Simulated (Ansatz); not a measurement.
## What a change does: geometry relaxation on Ge

System: Ge (I4₁/amd, 2 atoms in the cell).
Method of the first run: Kohn-Sham DFT of a periodic cell, revPBE with D4, all-electron LAPW, scalar-relativistic, no spin polarisation (Ansatz 0.2.0).

The structure derives from a Materials Project entry. Text and figures count atoms from 1; the logs count them from 0 in places.

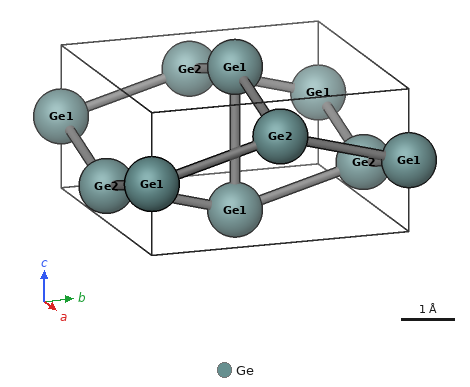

Fig. 1: The input geometry (ball-and-stick view of the cell 2 times as large as that of the calculation, set on its symmetry axes, seen slightly off an axis; atoms are numbered from 1 in the order of the input). Near neighbours in the crystal (not all of them lie inside the picture): Ge has 6 Ge at 2.67 to 2.79 Å.

Input file, the first run:
```yaml
crystal:
  lattice:
    - [-2.574489719, 2.574489719, 1.3974126432]
    - [2.574489719, -2.574489719, 1.3974126432]
    - [2.574489719, 2.574489719, -1.3974126432]
  atoms:
    - { symbol: Ge, position: [0.5, 0.5, 0.0] }
    - { symbol: Ge, position: [0.25, 0.75, 0.5] }
kpoints:
  mp_grid: { grid: [11, 11, 11] }
scf:
  occupations: { method: fermi_dirac, width: 0.05 }
hamiltonian:
  xc: revpbe
  dispersion: d4
  pseudopotentials: { kind: all_electron, lapw: { basis_error: 0.001 } }
output:
  forces: true
  stress: true
relax:
  f_tol: 0.005
  max_steps: 60
  cell: {}
```

Launched with:
```bash
ansatz run input.yaml --threads 1 --pin off --max-ram 3072MiB --backend cpu --events-out ev --progress --plain --runs-dir out
```

Hardware: 1 thread of Arm Neoverse V1, 24 GiB of memory available, shared host.

Output, shortened to warnings, some set-up lines, iterations and results (the first run):
```
Basis set: ecut = 275.0398808990312 eV, 399 PW (Γ), FFT grids on a1+a2, a2, a3, exchange–correlation at level 2
Symmetry: 16 space group operations
k-points: 126 of 1331
Initial density: superposition of atomic densities (chi_scale 0.1, normalization cell)
[...]
SCF iter   1: F=—  HF=-114241.574516 eV  |F-HF|=—  |Δ(HF+E_count)|=         —  Δρ=1.40e-2  dr2=4.14e-2  ethr=9.34e-5  ⟨swp⟩=3.0  Hψ=22621  notcnv=0
SCF iter   2: F=—  HF=-114241.561972 eV  |F-HF|=—  |Δ(HF+E_count)|=   1.25e-2  Δρ=9.36e-3  dr2=2.11e-2  ethr=9.34e-5  ⟨swp⟩=2.0  Hψ=10098  notcnv=0
SCF iter   3: F=—  HF=-114241.564347 eV  |F-HF|=—  |Δ(HF+E_count)|=   2.37e-3  Δρ=5.46e-3  dr2=7.85e-3  ethr=4.80e-5  ⟨swp⟩=2.0  Hψ=9583  notcnv=0
SCF iter   4: F=—  HF=-114241.565915 eV  |F-HF|=—  |Δ(HF+E_count)|=   1.57e-3  Δρ=1.89e-3  dr2=1.22e-3  ethr=1.78e-5  ⟨swp⟩=2.0  Hψ=9589  notcnv=0
SCF iter   5: F=—  HF=-114241.566159 eV  |F-HF|=—  |Δ(HF+E_count)|=   2.44e-4  Δρ=3.19e-4  dr2=4.55e-5  ethr=1.03e-7  ⟨swp⟩=2.0  Hψ=16551  notcnv=0
[... 16 lines ...]
relax step   3: F+E_penalty+E_count = -114241.56719767 eV  Δ(F+E_penalty+E_count) = -7.303e-5 eV  max|allowed force component| = 8.674e-19 eV/Å  Δτ_max = 0.0000 Å  P = -0.006 …
SCF iter   1: F=—  HF=-114241.567198 eV  |F-HF|=—  |Δ(HF+E_count)|=         —  Δρ=5.36e-6  dr2=1.40e-8  ethr=3.25e-11  ⟨swp⟩=3.7  Hψ=18441  notcnv=0  reapply=7
SCF iter   2: F=-114241.567198 eV  HF=-114241.567198 eV  |F-HF|=5.09e-10  |Δ(HF+E_count)|=   9.11e-9  Δρ=3.94e-6  dr2=7.76e-9  ethr=3.18e-11  ⟨swp⟩=2.0  Hψ=9560  notcnv=0
SCF 4 converged in 2 iterations: F = -114241.567198 eV  dr2 = 7.76e-9
relax step   4: F+E_penalty+E_count = -114241.56719820 eV  Δ(F+E_penalty+E_count) = -5.273e-7 eV  max|allowed force component| = 8.674e-19 eV/Å  Δτ_max = 0.0000 Å  P = -0.006 …
basis re-selected at this cell: Δ(F+E_penalty+E_count) = -5.273e-7 eV, ΔP = +0.000 GPa vs the last step (what re-selecting the basis moved, after the strain that the cell walked since its last selection, with what the two solves' SCF thresholds leave and, on support functions, any second-order …
SCF converged after 2 iterations
Free energy (F): -114241.567198 eV
Harris-Foulkes:  -114241.567198 eV  (|F-HF|=5.09e-10)
Internal energy: -114241.559056 eV  (E = F + TS)
E sigma→0 (E₀):  -114241.563127 eV
Entropy (-TS):   -0.008142 eV (-4.071 meV/atom)
Fermi energy:    13.211262 eV
--- Per-component energies (eV) ---
  E_band       = -1942.779402
  E_kinetic    = 116639.219762
  E_xc         = -4349.113151
  E_electrostatic = -226530.344778  (all electrons and nuclei)
  E_disp       = -1.320889  (pairwise vdW)
  E_smearing   = -0.008142  (= −TS)
  E_closure    = 0.000000  (closes the sum)
  E_atoms      = -114232.341562  (free atoms, spherical and without spin; not in F)
  Σ components = -114241.567198   (vs F -114241.567198, Δ=0.00e0)
  Basis errors (estimates in eV, not in F): energy 3.5e-4 per atom: plane waves 3.3e-4 (1.8e-4 summed), levels above the bands 2.3e-48, relativity 1.7e-8, radial functions 2.1e-5, core shells 2.6e-11; eigenvalues (radial functions only) 2.9e-6; not estimated: angular momenta, meshes, grids; target …
--- Forces (eV/Å), atoms counted from 1 ---
  atom   1  Ge     0.00000000     0.00000000     0.00000000
  atom   2  Ge     0.00000000     0.00000000     0.00000000
  max |Σ_I F_I| component: 2.17e-18 eV/Å
--- Stress (GPa, compression-positive) ---
       -0.011379       0.000000       0.000000
        0.000000      -0.011379       0.000000
        0.000000      -0.000000       0.005346
  P = ⅓ Tr σ = -0.0058 GPa (-0.058 kbar)
--- Relaxed structure (3 steps of the walk, 3 accepted, 1 SCFs on fresh bases) ---
  F+E_penalty+E_count = -114241.56719820 eV   max|allowed force component| = 8.674e-19 eV/Å   (the final SCF, on the basis selected at the relaxed cell)
  cell:  # Å, volume = 36.6568 Å³
    - [-2.56670292637217, 2.56670292637217, 1.3910534876395553]
    - [2.56670292637217, -2.56670292637217, 1.3910534876395553]
    - [2.56670292637217, 2.56670292637217, -1.3910534876395553]
  atoms:
    - { symbol: Ge, position: [0.5, 0.5, 9.337720005612892e-36] }
    - { symbol: Ge, position: [0.25, 0.75, 0.5] }
```

The input of the second run differs as follows (lines with − go, lines with + come):
```diff
-  dispersion: d4
-  f_tol: 0.005
+  f_tol: 0.01
```

How does the second run compare with the first run?

The total energies belong to different models, so their difference says nothing on which is more stable or more accurate. The volume per atom goes from 18.33 to 19.68 Å³. The SCF takes 29 iterations over all geometry steps against 18. On the same kind of shared host the second run took about 1.6 times as long.

Output, shortened to warnings, some set-up lines, iterations and results (the second run):
```
Basis set: ecut = 275.0398808990312 eV, 399 PW (Γ), FFT grids on a1+a2, a2, a3, exchange–correlation at level 2
Symmetry: 16 space group operations
k-points: 126 of 1331
Initial density: superposition of atomic densities (chi_scale 0.1, normalization cell)
[...]
SCF iter   1: F=—  HF=-114240.266761 eV  |F-HF|=—  |Δ(HF+E_count)|=         —  Δρ=1.40e-2  dr2=4.14e-2  ethr=9.34e-5  ⟨swp⟩=3.0  Hψ=22621  notcnv=0
SCF iter   2: F=—  HF=-114240.254216 eV  |F-HF|=—  |Δ(HF+E_count)|=   1.25e-2  Δρ=9.36e-3  dr2=2.11e-2  ethr=9.34e-5  ⟨swp⟩=2.0  Hψ=10098  notcnv=0
SCF iter   3: F=—  HF=-114240.256591 eV  |F-HF|=—  |Δ(HF+E_count)|=   2.37e-3  Δρ=5.46e-3  dr2=7.85e-3  ethr=4.80e-5  ⟨swp⟩=2.0  Hψ=9583  notcnv=0
SCF iter   4: F=—  HF=-114240.258160 eV  |F-HF|=—  |Δ(HF+E_count)|=   1.57e-3  Δρ=1.89e-3  dr2=1.22e-3  ethr=1.78e-5  ⟨swp⟩=2.0  Hψ=9589  notcnv=0
SCF iter   5: F=—  HF=-114240.258403 eV  |F-HF|=—  |Δ(HF+E_count)|=   2.44e-4  Δρ=3.19e-4  dr2=4.55e-5  ethr=1.03e-7  ⟨swp⟩=2.0  Hψ=16551  notcnv=0
[... 31 lines ...]
relax step   5: F+E_penalty+E_count = -114240.28940502 eV  Δ(F+E_penalty+E_count) = -3.039e-5 eV  max|allowed force component| = 4.337e-19 eV/Å  Δτ_max = 0.0000 Å  P = -0.003 …
SCF iter   1: F=—  HF=-114240.289406 eV  |F-HF|=—  |Δ(HF+E_count)|=         —  Δρ=2.54e-6  dr2=1.68e-9  ethr=4.25e-12  ⟨swp⟩=5.2  Hψ=23063  notcnv=0  reapply=58
SCF iter   2: F=-114240.289406 eV  HF=-114240.289406 eV  |F-HF|=2.39e-9  |Δ(HF+E_count)|=   1.43e-9  Δρ=1.78e-6  dr2=8.83e-10  ethr=3.83e-12  ⟨swp⟩=2.0  Hψ=9716  notcnv=0
SCF 6 converged in 2 iterations: F = -114240.289406 eV  dr2 = 8.83e-10
relax step   6: F+E_penalty+E_count = -114240.28940633 eV  Δ(F+E_penalty+E_count) = -1.309e-6 eV  max|allowed force component| = 4.337e-19 eV/Å  Δτ_max = 0.0000 Å  P = -0.003 …
basis re-selected at this cell: Δ(F+E_penalty+E_count) = -1.309e-6 eV, ΔP = -0.000 GPa vs the last step (what re-selecting the basis moved, after the strain that the cell walked since its last selection, with what the two solves' SCF thresholds leave and, on support functions, any second-order …
SCF converged after 2 iterations
Free energy (F): -114240.289406 eV
Harris-Foulkes:  -114240.289406 eV  (|F-HF|=2.39e-9)
Internal energy: -114240.281779 eV  (E = F + TS)
E sigma→0 (E₀):  -114240.285593 eV
Entropy (-TS):   -0.007627 eV (-3.814 meV/atom)
Fermi energy:    11.973684 eV
--- Per-component energies (eV) ---
  E_band       = -1992.628937
  E_kinetic    = 116635.675339
  E_xc         = -4347.965592
  E_electrostatic = -226527.991527  (all electrons and nuclei)
  E_smearing   = -0.007627  (= −TS)
  E_closure    = 0.000000  (closes the sum)
  E_atoms      = -114232.341562  (free atoms, spherical and without spin; not in F)
  Σ components = -114240.289406   (vs F -114240.289406, Δ=0.00e0)
  Basis errors (estimates in eV, not in F): energy 3.1e-4 per atom: plane waves 2.9e-4 (1.6e-4 summed), levels above the bands 4.0e-48, relativity 2.2e-8, radial functions 1.8e-5, core shells 2.0e-11; eigenvalues (radial functions only) 2.6e-6; not estimated: angular momenta, meshes, grids; target …
--- Forces (eV/Å), atoms counted from 1 ---
  atom   1  Ge    -0.00000000     0.00000000     0.00000000
  atom   2  Ge     0.00000000     0.00000000     0.00000000
  max |Σ_I F_I| component: 6.07e-18 eV/Å
--- Stress (GPa, compression-positive) ---
       -0.006207       0.000000      -0.000000
        0.000000      -0.006207      -0.000000
       -0.000000      -0.000000       0.003965
  P = ⅓ Tr σ = -0.0028 GPa (-0.028 kbar)
--- Relaxed structure (5 steps of the walk, 5 accepted, 1 SCFs on fresh bases) ---
  F+E_penalty+E_count = -114240.28940633 eV   max|allowed force component| = 4.337e-19 eV/Å   (the final SCF, on the basis selected at the relaxed cell)
  cell:  # Å, volume = 39.3674 Å³
    - [-2.630683683279735, 2.630683683279735, 1.422130502500886]
    - [2.630683683279735, -2.630683683279735, 1.422130502500886]
    - [2.630683683279735, 2.630683683279735, -1.422130502500886]
  atoms:
    - { symbol: Ge, position: [0.5, 0.5, -3.8246941316889043e-35] }
    - { symbol: Ge, position: [0.25, 0.75, 0.5] }
```

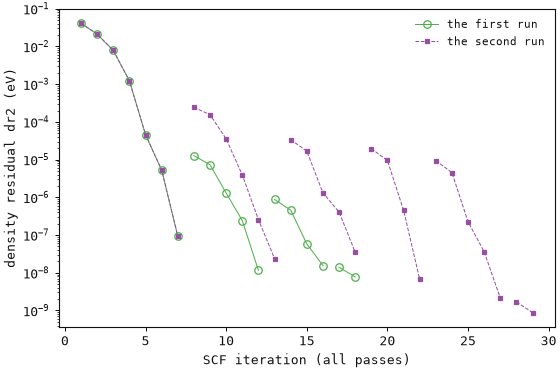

Fig. 2: Convergence of the two runs: density residual dr2 against the SCF iteration. A break in a curve parts two SCF passes. The first run takes 18 iterations in all, and the second run takes 29.

The two runs side by side:

| quantity | the first run | the second run |
| --- | --- | --- |
| outcome | converged | converged |
| free energy per atom (eV) | −57120.7836 | −57120.1447 |
| energy per atom, smearing taken to zero (eV) | −57120.7816 | −57120.1428 |
| pressure (GPa) | −0.01 | 0.00 |
| volume per atom (Å³) | 18.33 | 19.68 |
| largest force (eV/Å) | 0.000 | 0.000 |
| SCF iterations | 18 | 29 |
| irreducible k-points | 126 | 126 |
| wall time (shared host) | 57 s | 91 s |
